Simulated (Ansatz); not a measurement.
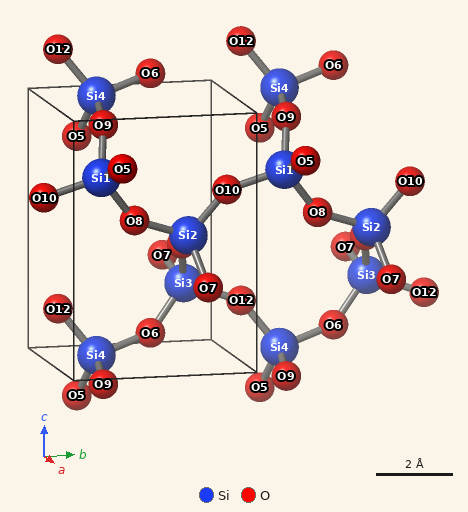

This is the input geometry for a relaxation of a crystal of SiO2 (set up in P4_12_12). A ball-and-stick model of the cell of the calculation, repeated 1 × 2 × 1 with one cell outlined, seen slightly off an axis.

The run lets cell and atoms move.

Theory: Ansatz 0.2.0, Kohn-Sham DFT of a periodic cell, r2SCAN, Ansatz PAW.

Input
```yaml
crystal:
  lattice:
    - [4.982, 0.0, 0.0]
    - [0.0, 4.982, 0.0]
    - [0.0, 0.0, 6.963]
  atoms:
    - { symbol: Si, position: [0.79897, 0.20103, 0.75] }
    - { symbol: Si, position: [0.70103, 0.70103, 0.5] }
    - { symbol: Si, position: [0.20103, 0.79897, 0.25] }
    - { symbol: Si, position: [0.29897, 0.29897, 0.0] }
    - { symbol: O, position: [0.10347, 0.23989, 0.82187] }
    - { symbol: O, position: [0.26011, 0.60347, 0.07187] }
    - { symbol: O, position: [0.89653, 0.76011, 0.32187] }
    - { symbol: O, position: [0.73989, 0.39653, 0.57187] }
    - { symbol: O, position: [0.60347, 0.26011, 0.92813] }
    - { symbol: O, position: [0.76011, 0.89653, 0.67813] }
    - { symbol: O, position: [0.39653, 0.73989, 0.42813] }
    - { symbol: O, position: [0.23989, 0.10347, 0.17813] }
hamiltonian:
  xc: r2scan
  pseudopotentials: { kind: paw }
kpoints:
  mp_grid: { grid: [6, 6, 4] }
scf:
  occupations: { method: fermi_dirac, width: 0.05 }
output:
  forces: true
  stress: true
  eigenvalues: true
relax:
  f_tol: 0.01
  max_steps: 40
  cell: { stress_tol: 0.05 }
```

Launched with:
```bash
ansatz run input.yaml --threads 4 --pin off --max-ram 11264MiB --backend cpu --events-out ev --progress --plain --runs-dir out
```

Question: Where does the relaxation end?

Answer: The energy falls by 1.1 meV per atom in 4 accepted moves (5 points after the start). Largest force component: 0.17 eV/Å at the start, 0.0017 eV/Å at the end. The pressure goes from 1.72 to −0.01 GPa. At 1 point the geometry stayed and the basis and grid were re-selected for the new cell (energy shift of less than 0.05 meV per atom at most each time). The largest moves relative to the cell, 0.029 Å, are those of 8 atoms (O5, O6, O7, O8 and others). O10 goes along [1 −3 2]. Largest moves by element: O 0.029 Å, Si 0.019 Å. Cell: a = b 4.982 → 4.986 Å (+0.1 %), c 6.963 → 6.929 Å (−0.5 %). Volume −0.4 %. Among the contacts that change: Si1–O8 1.604 → 1.613 Å. The space group stays P4_12_12 (No. 92).

History of the run:

```json
{"step": "0", "E − E(0), meV/atom": "0.00", "largest force component, eV/Å": "0.1706", "pressure, GPa": "1.72", "volume, Å³/atom": "14.402", "note": ""}
{"step": "1", "E − E(0), meV/atom": "-0.61", "largest force component, eV/Å": "0.1073", "pressure, GPa": "0.90", "volume, Å³/atom": "14.459", "note": ""}
{"step": "2", "E − E(0), meV/atom": "-0.91", "largest force component, eV/Å": "0.0131", "pressure, GPa": "-0.04", "volume, Å³/atom": "14.515", "note": ""}
{"step": "3", "E − E(0), meV/atom": "-0.98", "largest force component, eV/Å": "0.0106", "pressure, GPa": "-0.02", "volume, Å³/atom": "14.471", "note": ""}
{"step": "4", "E − E(0), meV/atom": "-1.09", "largest force component, eV/Å": "0.0017", "pressure, GPa": "-0.01", "volume, Å³/atom": "14.351", "note": ""}
{"step": "5", "E − E(0), meV/atom": "-1.08", "largest force component, eV/Å": "0.0017", "pressure, GPa": "-0.01", "volume, Å³/atom": "14.351", "note": "same geometry, new basis"}
```
